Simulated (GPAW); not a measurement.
Consider SiC (monolayer).

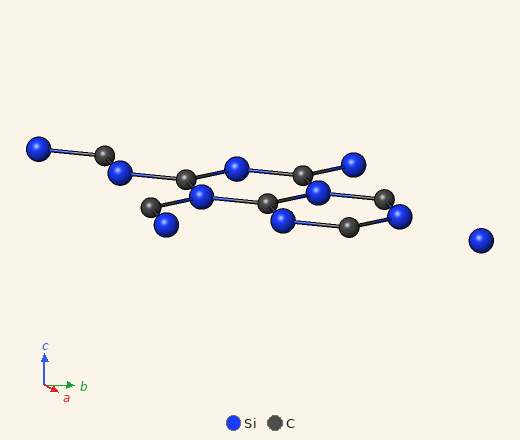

The structure (silicon blue, carbon dark grey). Bonds to atoms that aren't drawn are left out. Some periodic images of atoms are drawn too.

```
Si C
1.0
    -1.55000    8.05404    0.00000
    -7.75000    2.68468    0.00000
     0.00000    0.00000   10.40000
Si C
7 7
Direct
  0.00000 0.00000 0.50000
  0.28571 0.14286 0.50000
  0.14286 0.57143 0.50000
  0.57143 0.28571 0.50000
  0.42857 0.71429 0.50000
  0.85714 0.42857 0.50000
  0.71429 0.85714 0.50000
  0.19048 0.76190 0.50000
  0.47619 0.90476 0.50000
  0.33333 0.33333 0.50000
  0.76190 0.04762 0.50000
  0.61905 0.47619 0.50000
  0.04762 0.19048 0.50000
  0.90476 0.61905 0.50000
```

Absorber: atom 8, with 3 Si at 1.79 Å (trigonal planar). Method: GPAW, PBE, excited-electron core hole (neutral cell), 14-atom cell with 8.2 Å between holes, 3×3×1 k points, dipole transitions, Gaussian full width 0.9 eV up to 4 eV, rising linearly to 3.5 eV at 25 eV.

**Question.** What does the C K edge look like?

Main maxima up to 19 eV above the zero (height): 0.4 eV (0.89), 1.6 eV (1.75), 2.9 eV (1.87), 5.5 eV (1.40), 9.3 eV (1.08), 10.9 eV (1.12) and 18.4 eV (1.09). A K edge sees empty p states; at this planar three-fold site the curve for the electric vector normal to the plane peaks at 0.3 eV, where it is mainly π* that absorbs: that direction carries over 70 % of the weight there. The total-energy difference is 290.29 eV. One term is added: -6.71 eV, since the hole is spin-paired here and a spin-polarised one costs that much less in the free atom (computed apart). The photon energy is then 283.58 eV. The functional leaves an error of a few eV in such absolute values.

The C K spectrum (energy from the bottom of the conduction band, which holds the excited electron; intensity scaled to a mean of 1 over the first 19 eV):

```csv
E (eV),isotropic,ε ∥ x,ε ∥ z
-2.0,0.00,0.00,0.00
-0.5,0.17,0.00,0.50
1.0,0.99,0.73,1.51
2.5,1.66,1.58,1.83
4.0,1.12,1.64,0.07
5.5,1.40,1.36,1.49
7.0,0.77,0.94,0.45
8.5,1.04,1.16,0.82
10.0,1.04,1.11,0.91
11.5,1.02,0.94,1.18
13.0,0.57,0.38,0.94
14.5,0.52,0.49,0.58
16.0,0.58,0.58,0.58
17.5,0.96,1.08,0.71
19.0,1.04,1.21,0.71
```

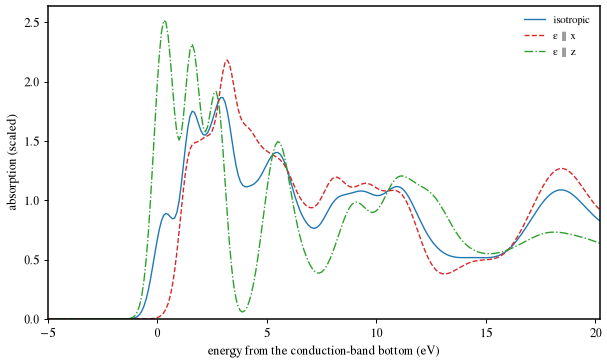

The C K edge.

Some eV above the zero the states pass the vacuum level, and features normal to the sheet may then be states of the box. The mesh is coarse (0.29 Å⁻¹ between points), so small maxima may be mesh ripples.

[Banner, clock and machine lines of the logs are left out without a mark of their own.]

[Logs are printed without paths, hosts, clocks, repeated set-up lines and the standing remarks that a program may print on its own settings, such as how far it seeks lower states.]

[Hosts, paths, dates, database ids (printed as entryN), source tags and the programs' standing remarks are cut or masked in the printed files.]

[Lists of maxima count a maximum above −3 eV only where it reaches 4 % of the highest in the window and stands out from its surroundings by 2 % of it (1.5 % where it reaches 55 %); shoulders and weaker maxima are passed over, and of the rest the first, up to two pre-edge ones and the few strongest are named.]
